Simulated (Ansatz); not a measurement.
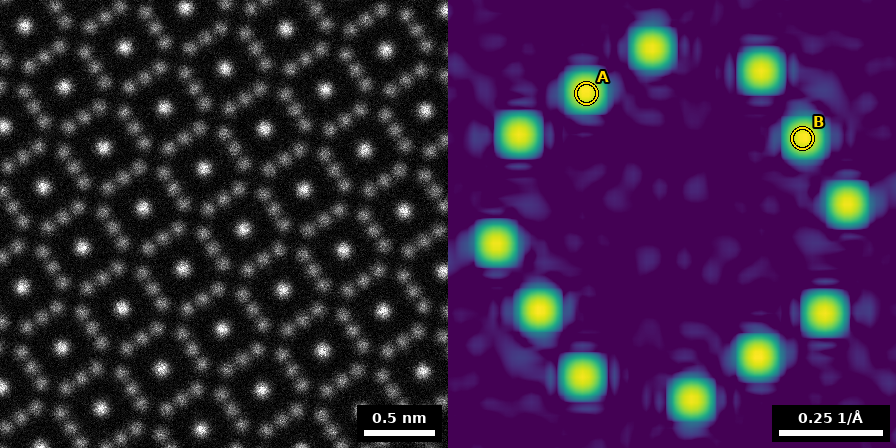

HAADF-like image of Ti (Pm-3n, No. 223) along [001]. Simulation: incoherent imaging, intensity Z^1.8 per atom, probe width 0.82 Å, thin sample. The probe carries 25 % of its weight in a tail 2.5 times as wide. Shot noise was added. Structure used: the geometry relaxed with DFT, BLYP, plane waves (420 eV) with PAW, scalar-relativistic in Ansatz; the starting structure was generated, so it need not be a known form of this composition.

The right panel is the modulus of the image's Fourier transform on a logarithmic scale.

a = 5.234 Å, b = 5.234 Å, c = 5.234 Å, α = 90.00°, β = 90.00°, γ = 90.00°

Q: Index the marked spots and give their plane spacings (the zone axis points at the viewer; indices equivalent by symmetry, or all signs reversed, are as good).

A: (0 -2 0), d = 2.62 Å; B: (-2 0 0), d = 2.62 Å. A and B enclose 90°, and every spot obeys the zone law hu + kv + lw = 0 for [001].
